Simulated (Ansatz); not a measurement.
**CdO: one change and its effect**

System: CdO (Fm-3m, 2 atoms in the cell).
Method of the first run: Kohn-Sham DFT of a periodic cell, PBE, all-electron LAPW, scalar-relativistic, no spin polarisation (Ansatz 0.2.0).

The structure derives from an entry of the Crystallography Open Database. Text and figures count atoms from 1; the logs count them from 0 in places.

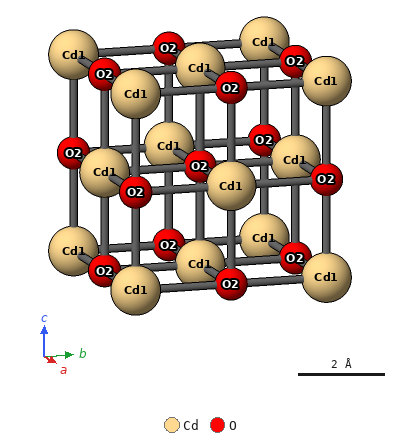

The input geometry (ball-and-stick view of the cell 4 times as large as that of the calculation, set on its symmetry axes, seen slightly off an axis; atoms are numbered from 1 in the order of the input).

**Input file, the first run**
```yaml
crystal:
  lattice:
    - [0.0, 2.3495, 2.3495]
    - [2.3495, 0.0, 2.3495]
    - [2.3495, 2.3495, 0.0]
  atoms:
    - { symbol: Cd, position: [0.0, 0.0, 0.0] }
    - { symbol: O, position: [0.5, 0.5, 0.5] }
kpoints:
  mp_grid: { grid: [10, 10, 10] }
scf:
  occupations: { method: fermi_dirac, width: 0.05 }
hamiltonian:
  xc: pbe
  pseudopotentials: { kind: all_electron, lapw: { basis_error: 0.001 } }
output:
  forces: true
  stress: true
relax:
  f_tol: 0.02
  max_steps: 60
  cell: {}
```

Command:
```bash
ansatz run input.yaml --threads 1 --pin off --max-ram 3072MiB --backend cpu --events-out ev --progress --plain --runs-dir out
```

Hardware: 1 thread of Arm Neoverse V1, 24 GiB of memory available, shared host.

**Output, shortened to warnings, some set-up lines, iterations and results (the first run)**
```
Basis set: ecut = 326.69115230038693 eV, 331 PW (Γ), exchange–correlation at level 2
Symmetry: 48 space group operations
k-points: 47 of 1000
Initial density: superposition of atomic densities (chi_scale 0.1, normalization cell, long waves kept (reshape's long-wave potential 0.00 eV rms))
[...]
SCF iter   1: F=—  HF=-154285.152528 eV  |F-HF|=—  |Δ(HF+E_count)|=         —  Δρ=9.97e-2  dr2=3.55e0  ethr=9.34e-3  ⟨swp⟩=2.0  Hψ=6343  notcnv=0
SCF iter   2: F=—  HF=-154284.348799 eV  |F-HF|=—  |Δ(HF+E_count)|=   8.04e-1  Δρ=5.20e-2  dr2=7.70e-1  ethr=9.34e-3  ⟨swp⟩=3.0  Hψ=3251  notcnv=0
SCF iter   3: F=—  HF=-154283.373522 eV  |F-HF|=—  |Δ(HF+E_count)|=   9.75e-1  Δρ=1.49e-2  dr2=8.24e-2  ethr=2.03e-3  ⟨swp⟩=3.0  Hψ=3484  notcnv=0
SCF iter   4: F=—  HF=-154283.360710 eV  |F-HF|=—  |Δ(HF+E_count)|=   1.28e-2  Δρ=2.97e-3  dr2=3.29e-3  ethr=8.64e-6  ⟨swp⟩=2.0  Hψ=5501  notcnv=0
SCF iter   5: F=—  HF=-154283.356651 eV  |F-HF|=—  |Δ(HF+E_count)|=   4.06e-3  Δρ=1.63e-3  dr2=9.59e-4  ethr=8.64e-6  ⟨swp⟩=2.0  Hψ=3104  notcnv=0
[... 22 lines ...]
relax step   4: F+E_penalty+E_count = -154283.37718559 eV  Δ(F+E_penalty+E_count) = -2.887e-6 eV  max|allowed force component| = 5.522e-30 eV/Å  Δτ_max = 0.0000 Å  P = -0.000 …
SCF iter   1: F=—  HF=-154283.377184 eV  |F-HF|=—  |Δ(HF+E_count)|=         —  Δρ=9.36e-6  dr2=2.29e-8  ethr=6.22e-11  ⟨swp⟩=3.5  Hψ=5579  notcnv=0
SCF iter   2: F=-154283.377181 eV  HF=-154283.377181 eV  |F-HF|=3.40e-8  |Δ(HF+E_count)|=   2.73e-6  Δρ=7.44e-6  dr2=2.11e-8  ethr=6.02e-11  ⟨swp⟩=3.0  Hψ=3425  notcnv=0
SCF 5 converged in 2 iterations: F = -154283.377181 eV  dr2 = 2.11e-8
relax step   5: F+E_penalty+E_count = -154283.37718130 eV  Δ(F+E_penalty+E_count) = +4.294e-6 eV  max|allowed force component| = 1.315e-30 eV/Å  Δτ_max = 0.0000 Å  P = +0.002 …
basis re-selected at this cell: Δ(F+E_penalty+E_count) = +4.294e-6 eV, ΔP = +0.002 GPa vs the last step (what re-selecting the basis moved, after the strain that the cell walked since its last selection, with what the two solves' SCF thresholds leave and, on support functions, any second-order …
SCF converged after 2 iterations
Free energy (F): -154283.377181 eV
Harris-Foulkes:  -154283.377181 eV  (|F-HF|=3.40e-8)
Internal energy: -154283.376631 eV  (E = F + TS)
E sigma→0 (E₀):  -154283.376906 eV
Entropy (-TS):   -0.000550 eV (-0.275 meV/atom)
Fermi energy:    12.948760 eV
--- Per-component energies (eV) ---
  E_band       = -5080.510523
  E_kinetic    = 161519.640747
  E_xc         = -4442.768461
  E_electrostatic = -311360.248917  (all electrons and nuclei)
  E_smearing   = -0.000550  (= −TS)
  E_closure    = 0.000000  (closes the sum)
  E_atoms      = -154275.600110  (free atoms, spherical and without spin; not in F)
  Σ components = -154283.377181   (vs F -154283.377181, Δ=0.00e0)
  Basis errors (estimates in eV, not in F): energy 3.6e-4 per atom: plane waves 3.3e-4 (1.8e-4 summed), levels above the bands 1.0e-93, relativity 6.1e-8, radial functions 2.8e-5, core shells 6.4e-8; eigenvalues (radial functions only) 4.2e-5; not estimated: angular momenta, meshes, grids; target …
--- Forces (eV/Å), atoms counted from 1 ---
  atom   1  Cd    -0.00000000     0.00000000     0.00000000
  atom   2  O      0.00000000     0.00000000     0.00000000
  max |Σ_I F_I| component: 2.63e-30 eV/Å
--- Stress (GPa, compression-positive) ---
        0.001708       0.000000       0.000000
        0.000000       0.001708       0.000000
        0.000000       0.000000       0.001708
  P = ⅓ Tr σ = 0.0017 GPa (0.017 kbar)
--- Relaxed structure (4 steps of the walk, 4 accepted, 1 SCFs on fresh bases) ---
  F+E_penalty+E_count = -154283.37718130 eV   max|allowed force component| = 1.315e-30 eV/Å   (the final SCF, on the basis selected at the relaxed cell)
  cell:  # Å, volume = 27.0920 Å³
    - [3.8215290246716924e-35, 2.3838034763214835, 2.3838034763214835]
    - [2.3838034763214835, -8.916901057567284e-34, 2.3838034763214835]
    - [2.3838034763214835, 2.3838034763214835, 3.82152902467169e-35]
  atoms:
    - { symbol: Cd, position: [1.0673425332012108e-36, -1.2808110398412316e-36, -1.707748053121558e-36] }
[...]
```

The input of the second run differs as follows (lines with − go, lines with + come):
```diff
-  xc: pbe
+  xc: pbesol
```

Predict how the results change.

The total energies belong to different methods, so their difference says nothing on which is more stable or more accurate. The volume per atom goes from 13.55 to 12.90 Å³. The functional changes from PBE to PBEsol. The SCF takes 17 iterations over all geometry steps against 22.

**Output, shortened to warnings, some set-up lines, iterations and results (the second run)**
```
Basis set: ecut = 326.48463960371004 eV, 331 PW (Γ), exchange–correlation at level 2
Symmetry: 48 space group operations
k-points: 47 of 1000
Initial density: superposition of atomic densities (chi_scale 0.1, normalization cell, long waves kept (reshape's long-wave potential 0.00 eV rms))
[...]
SCF iter   1: F=—  HF=-154208.075801 eV  |F-HF|=—  |Δ(HF+E_count)|=         —  Δρ=9.55e-2  dr2=3.28e0  ethr=8.62e-3  ⟨swp⟩=2.0  Hψ=6346  notcnv=0
SCF iter   2: F=—  HF=-154207.371416 eV  |F-HF|=—  |Δ(HF+E_count)|=   7.04e-1  Δρ=5.06e-2  dr2=7.26e-1  ethr=8.62e-3  ⟨swp⟩=3.0  Hψ=3251  notcnv=0
SCF iter   3: F=—  HF=-154206.463619 eV  |F-HF|=—  |Δ(HF+E_count)|=   9.08e-1  Δρ=1.43e-2  dr2=7.62e-2  ethr=1.91e-3  ⟨swp⟩=3.0  Hψ=3476  notcnv=0
SCF iter   4: F=—  HF=-154206.446079 eV  |F-HF|=—  |Δ(HF+E_count)|=   1.75e-2  Δρ=2.64e-3  dr2=2.60e-3  ethr=6.84e-6  ⟨swp⟩=2.0  Hψ=5501  notcnv=0
SCF iter   5: F=—  HF=-154206.443265 eV  |F-HF|=—  |Δ(HF+E_count)|=   2.81e-3  Δρ=1.39e-3  dr2=6.98e-4  ethr=6.84e-6  ⟨swp⟩=2.0  Hψ=3104  notcnv=0
[... 15 lines ...]
relax step   3: F+E_penalty+E_count = -154206.44327679 eV  Δ(F+E_penalty+E_count) = -1.261e-5 eV  max|allowed force component| = 7.034e-30 eV/Å  Δτ_max = 0.0000 Å  P = -0.003 …
SCF iter   1: F=—  HF=-154206.443278 eV  |F-HF|=—  |Δ(HF+E_count)|=         —  Δρ=8.70e-6  dr2=2.77e-8  ethr=8.29e-11  ⟨swp⟩=3.6  Hψ=5348  notcnv=0
SCF iter   2: F=-154206.443277 eV  HF=-154206.443277 eV  |F-HF|=2.72e-8  |Δ(HF+E_count)|=   1.36e-6  Δρ=5.29e-6  dr2=7.57e-9  ethr=7.28e-11  ⟨swp⟩=3.0  Hψ=3242  notcnv=0
SCF 4 converged in 2 iterations: F = -154206.443277 eV  dr2 = 7.57e-9
relax step   4: F+E_penalty+E_count = -154206.44327696 eV  Δ(F+E_penalty+E_count) = -1.740e-7 eV  max|allowed force component| = 6.048e-30 eV/Å  Δτ_max = 0.0000 Å  P = -0.001 …
basis re-selected at this cell: Δ(F+E_penalty+E_count) = -1.740e-7 eV, ΔP = +0.002 GPa vs the last step (what re-selecting the basis moved, after the strain that the cell walked since its last selection, with what the two solves' SCF thresholds leave and, on support functions, any second-order …
SCF converged after 2 iterations
Free energy (F): -154206.443277 eV
Harris-Foulkes:  -154206.443277 eV  (|F-HF|=2.72e-8)
Internal energy: -154206.442741 eV  (E = F + TS)
E sigma→0 (E₀):  -154206.443009 eV
Entropy (-TS):   -0.000536 eV (-0.268 meV/atom)
Fermi energy:    13.794918 eV
--- Per-component energies (eV) ---
  E_band       = -5045.852685
  E_kinetic    = 161426.016797
  E_xc         = -4364.689666
  E_electrostatic = -311267.769873  (all electrons and nuclei)
  E_smearing   = -0.000536  (= −TS)
  E_closure    = 0.000000  (closes the sum)
  E_atoms      = -154197.890198  (free atoms, spherical and without spin; not in F)
  Σ components = -154206.443277   (vs F -154206.443277, Δ=0.00e0)
  Basis errors (estimates in eV, not in F): energy 3.6e-4 per atom: plane waves 3.3e-4 (1.9e-4 summed), levels above the bands 1.4e-95, relativity 4.2e-8, radial functions 3.0e-5, core shells 1.1e-7; eigenvalues (radial functions only) 4.0e-5; not estimated: angular momenta, meshes, grids; target …
--- Forces (eV/Å), atoms counted from 1 ---
  atom   1  Cd    -0.00000000     0.00000000    -0.00000000
  atom   2  O      0.00000000    -0.00000000     0.00000000
  max |Σ_I F_I| component: 8.94e-30 eV/Å
--- Stress (GPa, compression-positive) ---
       -0.000618       0.000000       0.000000
        0.000000      -0.000618       0.000000
        0.000000       0.000000      -0.000618
  P = ⅓ Tr σ = -0.0006 GPa (-0.006 kbar)
--- Relaxed structure (3 steps of the walk, 3 accepted, 1 SCFs on fresh bases) ---
  F+E_penalty+E_count = -154206.44327696 eV   max|allowed force component| = 6.048e-30 eV/Å   (the final SCF, on the basis selected at the relaxed cell)
  cell:  # Å, volume = 25.7991 Å³
    - [-8.890582950982578e-35, 2.3452614854169638, 2.3452614854169638]
    - [2.3452614854169638, 1.916043683494196e-34, 2.3452614854169638]
    - [2.3452614854169638, 2.3452614854169638, 3.8480026296704875e-35]
  atoms:
    - { symbol: Cd, position: [5.336712666043897e-38, 1.33417816649658e-37, 1.8678494330957224e-37] }
[...]
```

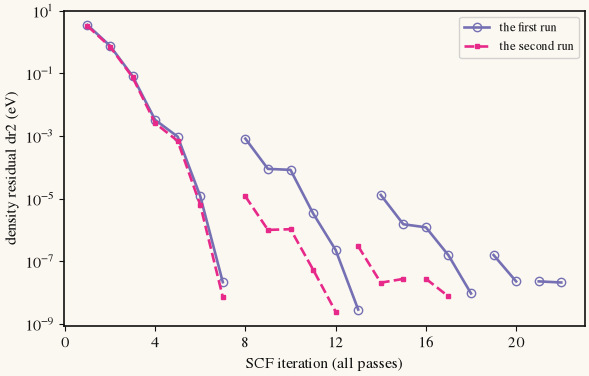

Convergence of the two runs: density residual dr2 against the SCF iteration. A break in a curve parts two SCF passes. The first run takes 22 iterations in all, and the second run takes 17.

**The two runs side by side**

```csv
quantity,the first run,the second run
outcome,converged,converged
free energy per atom (eV),−77141.6886,−77103.2216
pressure (GPa),0.00,0.00
volume per atom (Å³),13.55,12.90
largest force (eV/Å),0.000,0.000
SCF iterations,22,17
irreducible k-points,47,47
wall time (shared host),28 s,21 s
```
